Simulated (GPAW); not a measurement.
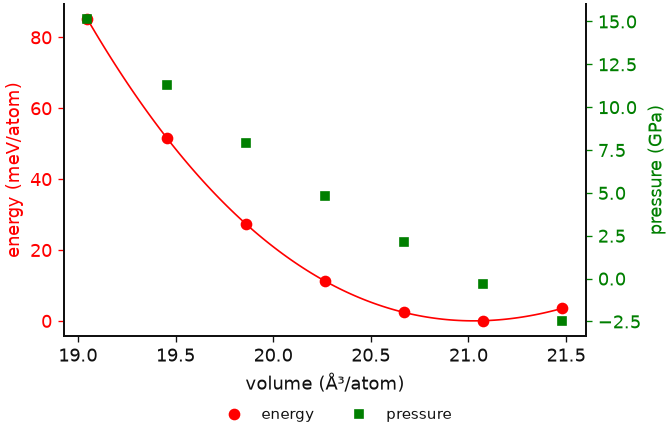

The figure shows the energy and pressure against volume for PtSe₂, space group P-3m1 (No. 164).

Starting cell:
```xyz
3
Lattice="3.7240 0.0000 0.0000 -1.8620 3.2251 0.0000 0.0000 0.0000 5.0620" Properties=species:S:1:pos:R:3 pbc="T T T"
Pt    0.0000    0.0000    0.0000
Se    1.8620    1.0750    3.7965
Se    0.0000    2.1501    1.2655
```

Method: PAW DFT in plane waves, on a grid or in atomic orbitals, no spin polarisation; energies at scaled volumes of the given cell, shape and fractions fixed, counted from the fit's minimum, third-order Birch-Murnaghan fit (GPAW 26.7.0). Level: r2SCAN.

| setting | value |
| --- | --- |
| k mesh | 7×7×4 |
| occupations | Fermi–Dirac |
| smearing width | 0.05 eV |
| potentials | GPAW PAW data sets (gpaw data 1.2.1) |
| wave cutoff | 600 eV |
| program settings | basis pw |

Q: Give the fitted equation-of-state parameters.

A: A third-order Birch–Murnaghan fit gives V0 = 21.03 Å³/atom, B0 = 121 GPa and B′ = 4.7.

Q: What does the pressure do across the range?

A: It falls from 15.12 GPa at volume 19.05 Å³/atom to −2.47 GPa at 21.48 Å³/atom, and changes sign near 21.02 Å³/atom.

Caveats: spin-orbit coupling left out, heavy elements; shape and atomic fractions are frozen while scaling, which makes layered, chain and framework solids too stiff.
